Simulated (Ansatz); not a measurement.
# Ni: energy against total moment, part 2 of 2

How does the energy of Ni change when the total moment of the cell is held at chosen values, and does the free SCF sit at the minimum of that curve? We look at Ni: the measured crystal structure (space group Fm-3m), with 1 atom per cell. Source: COD entry 9012981, which need not be the ambient phase.

Ansatz 0.2.0; DFT PBE, PAW, plane waves, scalar-relativistic. The steps go on from the part before.

### 10 Total moment fixed at 1.19 μB

Input file input.yaml:

```yaml
crystal:
  lattice:
    - [0.0, 1.76725, 1.76725]
    - [1.76725, 0.0, 1.76725]
    - [1.76725, 1.76725, 0.0]
  atoms:
    - { symbol: Ni, position: [0.0, 0.0, 0.0], spin: 1.19 }
magnetization:
  spin_polarized: true
  initial_magnetization: 1.19
  spin_locking: { lock_magnetization: hard }
hamiltonian:
  xc: pbe
  pseudopotentials: { kind: paw }
basis:
  ecutwfc: 420
kpoints:
  mp_grid: { grid: [13, 13, 13] }
scf:
  occupations: { method: fermi_dirac, width: 0.1 }
  lower_state_search: "off"
  max_iter: 150
output:
  forces: true
  stress: true
```

Run with:

```bash
> ansatz run input.yaml --threads 2 --pin off --max-ram 5120MiB --backend cpu --events-out ev --progress --plain --runs-dir out
```

What it wrote, shortened:

```text
[... 20 lines as in an earlier run ...]
Starting moments: Σ|m| = 1.19 μB on 1 of 1 site
[... 2 lines as in an earlier run ...]
[...]
SCF iter   1: F=—  HF=-5839.502642 eV  |F-HF|=—  |Δ(HF+E_count)|=         —  Δρ=2.12e-2 (↑2.00e-2 ↓2.12e-2)  dr2=6.12e-3  dr2_m=3.59e-2  M=1.190 μB ∫|m|=1.190 μB  β_m=0.30  ethr=3.35e-5  ⟨swp⟩=1.0  Hψ=16005  notcnv=0
[...]
SCF iter   8: F=-5839.525847 eV  HF=-5839.525847 eV  |F-HF|=1.35e-9  |Δ(HF+E_count)|=   5.29e-8  Δρ=3.99e-6 (↑3.99e-6 ↓2.06e-6)  dr2=2.32e-9  dr2_m=1.26e-10  M=1.190 μB ∫|m|=1.190 μB  ethr=1.62e-10  ⟨swp⟩=2.5  Hψ=7714  notcnv=0
[...]
SCF converged after 8 iterations
[... 1 line as in an earlier run ...]
Magnetization: 1.1900 μB (9.5950 up, 8.4050 down)
Absolute magnetization: 1.1905 μB (∫|ρ↑−ρ↓|, with the PAW one-centre terms)
Spin contamination: 0.0061 ħ² per cell (⟨S²⟩ above its minimum at these occupations)
Per-site moments (μB) at R_I (Å): [(1.174146777886086, 1.0309484287178392)]
Free energy (F): -5839.525847 eV
[...]
E sigma→0 (E₀):  -5839.503392 eV
Entropy (-TS):   -0.044910 eV (-44.910 meV/atom)
Fermi energy:    18.496137 (↑ 19.335468, ↓ 17.656807) eV
[... 15 lines left out: energy terms ...]
--- Forces (eV/Å), atoms counted from 1 ---
  atom   1  Ni    -0.00000000     0.00000000     0.00000000
[...]
--- Stress (GPa, compression-positive) ---
        3.481020       0.000000      -0.000000
        0.000000       3.481020       0.000000
        0.000000      -0.000000       3.481020
  P = ⅓ Tr σ = 3.4810 GPa (34.810 kbar)
```

Run time: 1.4 s. Hardware: 2 threads of Arm Neoverse V1, shared host; peak memory 0.26 GiB.

Site moments Ni1 1.17 μB, total 1.19 μB; the free energy is 223 meV per cell above that of step 2.

### 11 Total moment fixed at 1.66 μB

input.yaml, as its differences from that of step 10:

```diff
@@ -6,6 +6,6 @@
   atoms:
-    - { symbol: Ni, position: [0.0, 0.0, 0.0], spin: 1.19 }
+    - { symbol: Ni, position: [0.0, 0.0, 0.0], spin: 1.66 }
 magnetization:
   spin_polarized: true
-  initial_magnetization: 1.19
+  initial_magnetization: 1.66
   spin_locking: { lock_magnetization: hard }
```

Run with:

```bash
> ansatz run input.yaml --threads 2 --pin off --max-ram 5120MiB --backend cpu --events-out ev --progress --plain --runs-dir out
```

What it wrote, shortened:

```text
[... 20 lines as in an earlier run ...]
Starting moments: Σ|m| = 1.66 μB on 1 of 1 site
[... 2 lines as in an earlier run ...]
[...]
SCF iter   1: F=—  HF=-5838.903991 eV  |F-HF|=—  |Δ(HF+E_count)|=         —  Δρ=3.08e-2 (↑1.62e-2 ↓3.08e-2)  dr2=1.42e-1  dr2_m=1.33e-2  M=1.660 μB ∫|m|=1.660 μB  β_m=0.30  ethr=7.79e-4  ⟨swp⟩=1.0  Hψ=16011  notcnv=0
[...]
SCF iter   8: F=-5838.889981 eV  HF=-5838.889981 eV  |F-HF|=6.56e-10  |Δ(HF+E_count)|=   4.29e-9  Δρ=2.63e-6 (↑1.22e-6 ↓2.63e-6)  dr2=8.02e-10  dr2_m=7.30e-11  M=1.660 μB ∫|m|=1.660 μB  ethr=5.56e-10  ⟨swp⟩=3.9  Hψ=7094  notcnv=0
[...]
SCF converged after 8 iterations
[... 1 line as in an earlier run ...]
Magnetization: 1.6600 μB (9.8300 up, 8.1700 down)
Absolute magnetization: 1.6600 μB (∫|ρ↑−ρ↓|, with the PAW one-centre terms)
Spin contamination: 0.0036 ħ² per cell (⟨S²⟩ above its minimum at these occupations)
Per-site moments (μB) at R_I (Å): [(1.5456651298886968, 1.0309484287178392)]
Free energy (F): -5838.889981 eV
[...]
E sigma→0 (E₀):  -5838.867700 eV
Entropy (-TS):   -0.044563 eV (-44.563 meV/atom)
Fermi energy:    19.181094 (↑ 21.040465, ↓ 17.321723) eV
[... 15 lines left out: energy terms ...]
--- Forces (eV/Å), atoms counted from 1 ---
  atom   1  Ni    -0.00000000     0.00000000     0.00000000
[...]
--- Stress (GPa, compression-positive) ---
       12.825211      -0.000000      -0.000000
       -0.000000      12.825211       0.000000
       -0.000000       0.000000      12.825211
  P = ⅓ Tr σ = 12.8252 GPa (128.252 kbar)
```

It took 1.2 s on 2 threads of Arm Neoverse V1, shared host; peak memory 0.26 GiB.

Moments: Ni1 1.55 μB; total 1.66 μB per cell; the free energy is 859 meV per cell above that of step 2.

### 12 Usual moment scaled by 0.1, free total moment

Input file input.yaml:

```yaml
crystal:
  lattice:
    - [0.0, 1.76725, 1.76725]
    - [1.76725, 0.0, 1.76725]
    - [1.76725, 1.76725, 0.0]
  atoms:
    - { symbol: Ni, position: [0.0, 0.0, 0.0], spin: 0.2 }
magnetization:
  spin_polarized: true
hamiltonian:
  xc: pbe
  pseudopotentials: { kind: paw }
basis:
  ecutwfc: 420
kpoints:
  mp_grid: { grid: [13, 13, 13] }
scf:
  occupations: { method: fermi_dirac, width: 0.1 }
  lower_state_search: "off"
output:
  forces: true
  stress: true
  write_density: true
  write_potential: true
  elf: true
  volumetric_format: npy
```

Run with:

```bash
> ansatz run input.yaml --threads 2 --pin off --max-ram 5120MiB --backend cpu --events-out ev --progress --plain --runs-dir out
```

What it wrote, shortened:

```text
[... 19 lines as in an earlier run ...]
Starting moments: Σ|m| = 0.2 μB on 1 of 1 site
[... 2 lines as in an earlier run ...]
[...]
SCF iter   1: F=—  HF=-5839.718408 eV  |F-HF|=—  |Δ(HF+E_count)|=         —  Δρ=3.42e-2 (↑3.42e-2 ↓1.12e-2)  dr2=7.39e-2  dr2_m=2.59e-2  M=0.266 μB ∫|m|=0.271 μB  β_m=1.00  ethr=4.21e-4  ⟨swp⟩=1.0  Hψ=16030  notcnv=0
[...]
spin-set hold released at iteration 9 (site moments contracting): the magnetisation degrees of freedom join the quasi-Newton model from the next iteration; the mixer history was flushed
[...]
SCF iter  15: F=-5839.748810 eV  HF=-5839.748810 eV  |F-HF|=1.41e-9  |Δ(HF+E_count)|=   1.01e-6  Δρ=5.47e-6 (↑4.25e-6 ↓5.47e-6)  dr2=6.99e-11  dr2_m=2.28e-9  M=0.630 μB ∫|m|=0.718 μB  ethr=2.43e-10  ⟨swp⟩=8.3  Hψ=15110  notcnv=0
[...]
SCF converged after 15 iterations
Magnetization: 0.6296 μB (9.3148 up, 8.6852 down)
Absolute magnetization: 0.7183 μB (∫|ρ↑−ρ↓|, with the PAW one-centre terms)
Spin contamination: 0.0070 ħ² per cell (⟨S²⟩ above its minimum at these occupations)
Per-site moments (μB) at R_I (Å): [(0.6673248867544166, 1.0309484287178392)]
Free energy (F): -5839.748810 eV
[...]
E sigma→0 (E₀):  -5839.722765 eV
Entropy (-TS):   -0.052090 eV (-52.090 meV/atom)
Fermi energy:    17.850159 eV
[... 15 lines left out: energy terms ...]
--- Forces (eV/Å), atoms counted from 1 ---
  atom   1  Ni    -0.00000000     0.00000000    -0.00000000
[...]
--- Stress (GPa, compression-positive) ---
       -2.350201      -0.000000      -0.000000
        0.000000      -2.350201      -0.000000
        0.000000      -0.000000      -2.350201
  P = ⅓ Tr σ = -2.3502 GPa (-23.502 kbar)
[... 5 lines left out: bands ...]
```

It took 2.6 s on 2 threads of Arm Neoverse V1, shared host; peak memory 0.26 GiB.

Site moments Ni1 0.67 μB, total 0.63 μB; the free energy is that of step 2 within 0.5 meV.

### 13 The curve

```tsv
M (μB/cell)	above lowest (meV/cell)	moments of Ni1 (μB)	pressure (GPa)
0.00	40	0.00	-3.1
0.24	32	0.26	-3.0
0.48	11	0.51	-2.7
0.71	5	0.74	-1.8
0.95	64	0.97	0.3
1.19	223	1.17	3.5
1.43	487	1.37	7.7
1.66	859	1.55	12.8
1.90	1400	1.73	19.6
```

The 11 runs of this session took 17 s in all, from 0.82 s to 2.6 s each.

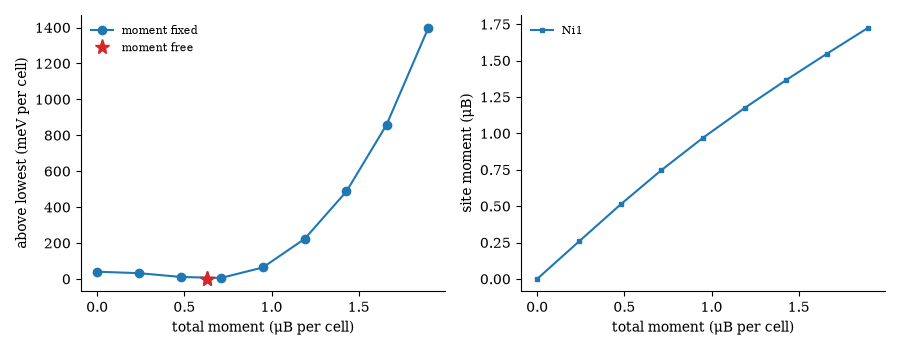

Free energy (left) and site moments (right) against the fixed total moment.

### 14 What came out

What follows sums up all 2 parts.

```
                                                      quantity                                    value
                                       lowest fixed-moment run  M = 0.71 μB, 5 meV above the lowest run
                                              free runs end at         0.63 μB (0 meV), 0.63 μB (0 meV)
cost of M = 0 (from this start; opposed moments can cost less)                          40 meV per cell
                                         cost of the largest M             1400 meV per cell at 1.90 μB
```

In words: The curve is lowest at its point M = 0.71 μB. The free SCF ends at 0.63 μB, and no fixed run lies below it.
